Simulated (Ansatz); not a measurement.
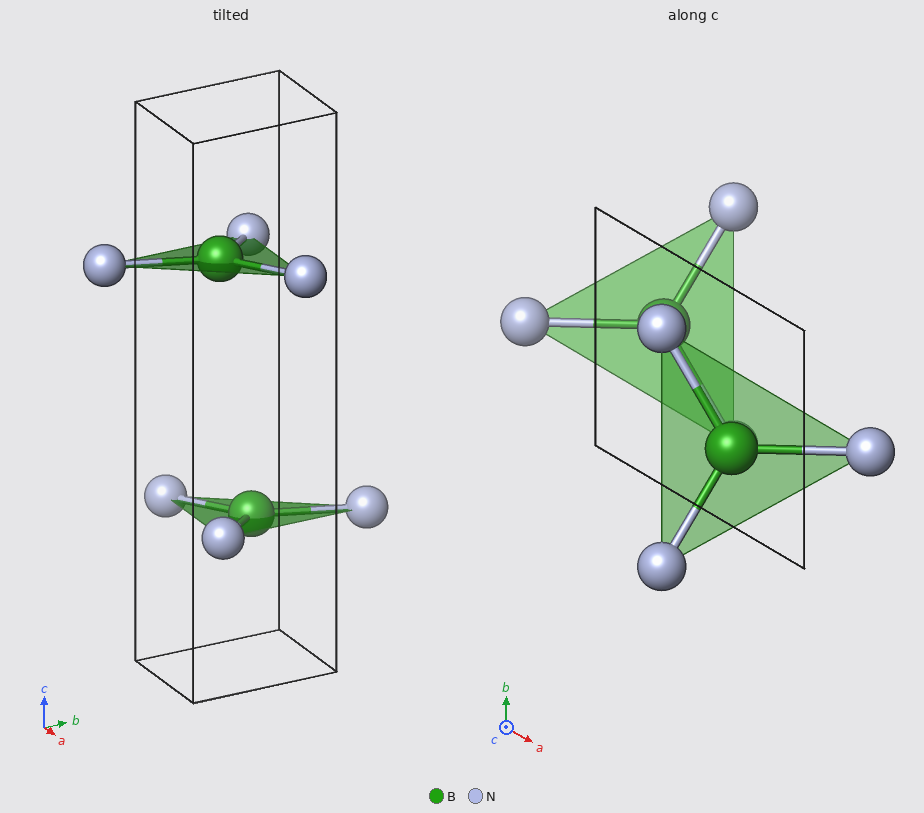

Shown here is a polyhedral view of the crystal, taken slightly off an axis and along the c axis. Thin lines show the unit cell, with boundary atoms drawn in all their periodic places. A few atoms beyond the faces are included.

BN, a = 2.55 Å, b = 2.51 Å, c = 6.88 Å, α = 90.00°, β = 90.00°, γ = 120.62°.

The calculation used DFT r2SCAN, scalar-relativistic, plane waves, PAW (Ansatz), with E_cut = 500 eV, 12×12×4 k-mesh, Gaussian smearing of 0.02 eV, no spin polarisation.

> Metal or not?

An insulator at this level, with a gap of 4.80 eV on the k-mesh (the true edges may lie between mesh points, so the gap can be somewhat smaller).

It derives from a structure listed in the Materials Project. It was relaxed with DFT r2SCAN, scalar-relativistic, plane waves, PAW (Ansatz 0.2.0) under a constraint or pressure on the cell, so some stress remains.

At this level of theory the cell isn't at rest (stretched, at -5 GPa), so its distances can differ from those at equilibrium, the more so the softer the solid.
